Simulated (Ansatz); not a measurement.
**Pd: densities and their changes**

Space group P6_3/mmc; the calculation finds a residual pressure of about −10 GPa at this fixed cell; spin-polarised. Net moment 0.8 μB in the 2-atom cell of the calculation; other magnetic orders weren't tried. This isn't the usual form at ambient conditions. The cell comes from a database of computed structures, not from a measurement.

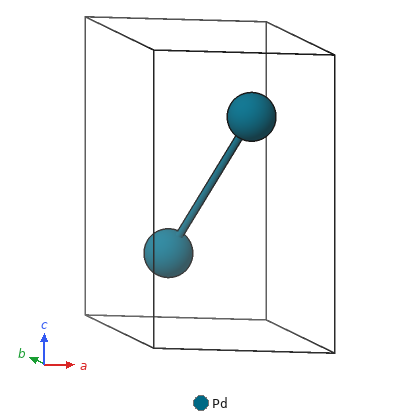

The conventional cell.

The calculation's input:

```
crystal:
  lattice:
    - [2.7836650458, 0.0, 0.0]
    - [-1.3918325229, 2.4107246453, 0.0]
    - [0.0, 0.0, 4.628893]
  atoms:
    - { symbol: Pd, position: [0.66666667, 0.33333333, 0.75], spin: 1.0 }
    - { symbol: Pd, position: [0.33333333, 0.66666667, 0.25], spin: 1.0 }
magnetization:
  spin_polarized: true
basis:
  ecutwfc: 420
  fft_grid_basis: typed
kpoints:
  mp_grid: { grid: [15, 15, 8] }
hamiltonian:
  xc: pbesol
  pseudopotentials: { kind: paw }
scf:
  occupations: { method: gaussian, width: 0.05 }
output:
  forces: true
  stress: true
  eigenvalues: true
  bader: true
  write_density: true
  volumetric_format: npy
  populations: true
  elf: true
```

Launched as:

```sh
ansatz run input.yaml --threads 2 --pin off --max-ram 4096MiB --backend cpu --events-out ev --progress --plain --runs-dir out
```

The picture shows the conventional cell (a = 2.78 Å, b = 2.78 Å, c = 4.63 Å, α = 90.00°, β = 90.00°, γ = 120.00°).

Theory: DFT PBEsol, scalar-relativistic, plane waves, PAW in Ansatz.

Core electrons are frozen (PAW), so the maps are meaningful between the atoms, not at the nuclei.

### 1. Bonding charge

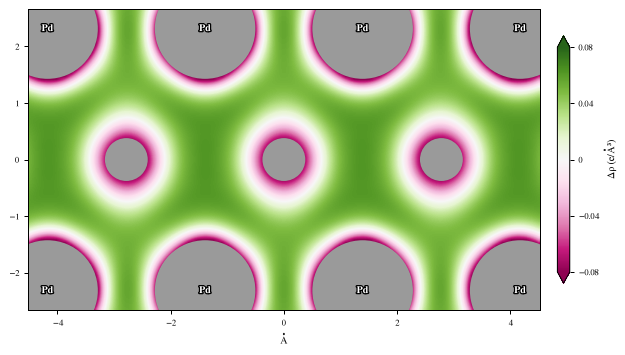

Density of the crystal less the sum of free-atom densities: a map on the (100) plane of the conventional cell, with grey discs over the atomic cores. Cores are masked to 0.9 Å (Pd).

Q: What does the deformation density say about the bonding?

A: Pd–Pd (2.78 Å): Δρ is +0.06 e/Å³ at the midpoint.
- Over the whole cell, outside the masked cores, the largest gain, 0.06 e/Å³, lies 1.6 Å from a palladium nucleus, and the largest loss lies at the edge of the masked core of Pd.
- In all about 0.43 e an atom is rearranged against the free atoms.

### 2. Moving an atom

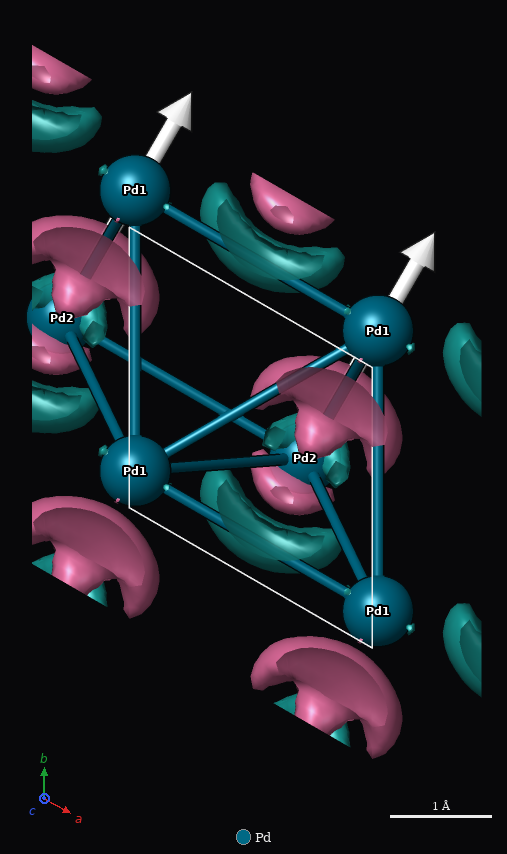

Pd2 was moved by 0.15 Å along [1 2 0] in the axes of the cell drawn (arrow, not to scale). Change of the density less the rigid motion of the neutral atom's own density: teal surfaces at +0.04 and pink ones at −0.04 e/Å³, in the cell of the calculation (origin moved) seen along the c axis.

Q: Describe the electronic response.

A: About 0.14 e is rearranged in the cell. Outside the cores the largest gain lies at the edge of the masked core of Pd, and the largest loss lies there too, on other sides.

Q: What restoring force does the calculation give for this move?

A: The force on it changes by 0.20 eV/Å along the move, against it: a stiffness of about 1.4 eV/Å² for this sublattice shift.

### 3. Change of volume

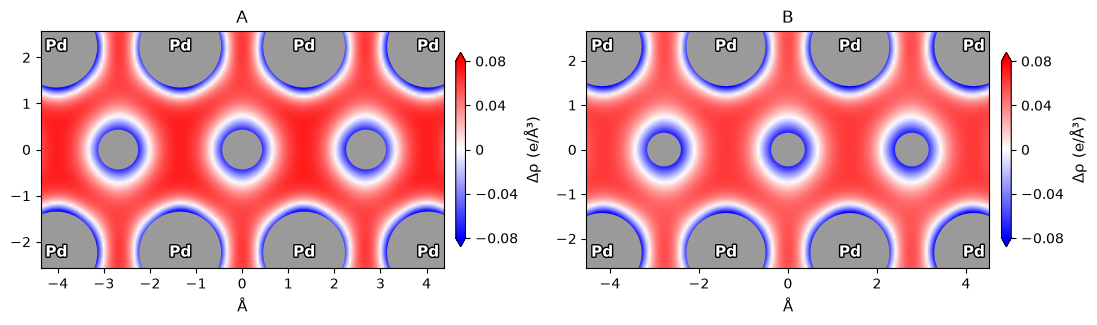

Pd: deformation density on the (010) plane of the conventional cell at two volumes, with the same fractional coordinates and one colour scale. Grey discs cover the cores. Panel A has 90 % of the volume of panel B.

Q: How do bonds, bonding charge and pressure respond to this change of volume?

A: From B to A, Pd–Pd goes from 2.78 to 2.69 Å, and Δρ at its midpoint from +0.056 to +0.063 e/Å³.
- The pressure is −10 GPa in B and 10 GPa in A.
- The rearranged charge is 0.43 e an atom in B and 0.43 e in A.
- The net moment is 0.80 μB a cell in B and 0.53 μB in A.

### 4. Putting it together

The two pressures give a mean stiffness −ΔP/Δln V of about 193 GPa over this range, with the atoms held at their fractional positions.
